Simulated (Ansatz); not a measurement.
System: Ti, space group P6/mmm (No. 191).

The given structure:
```yaml
crystal:
  lattice:
    - [4.57954, 0.00000, 0.00000]
    - [-2.28977, 3.96599, 0.00000]
    - [0.00000, 0.00000, 2.83217]
  atoms:
    - { symbol: Ti, position: [0.00000, 0.00000, 0.00000] }
    - { symbol: Ti, position: [0.33333, 0.66667, 0.50000] }
    - { symbol: Ti, position: [0.66667, 0.33333, 0.50000] }
```

Method: energy, stress and cell of a relaxed crystal along a series of strains, atoms and what the cell freedom names relaxed within the symmetry; plane waves with PAW datasets, Γ-centred k mesh; energies extrapolated to zero smearing (Ansatz 0.2.0). Level: PBE, no spin polarisation.

- wave cutoff: 420 eV
- k mesh: 12×12×14
- occupations: Gaussian
- smearing width: 0.1 eV
- strain kind: isotropic
- cell freedom: cell held, all vectors scaled

Predict the energy change against strain. The strain takes the values −3, −2, −1, 0, 1, 2, 3 %.

The energy rises on both sides of the starting structure, which is therefore a minimum along this path. The energy change is 52.58 meV/atom at strain −3 % and 45.08 meV/atom at 3 %; the lowest computed point is at strain 0 % (0.00 meV/atom), in a single well. The solid is metallic at every point.

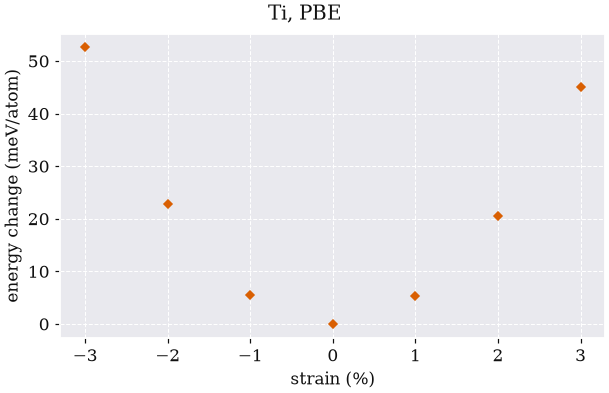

Note: lies under the reference phase in this functional.
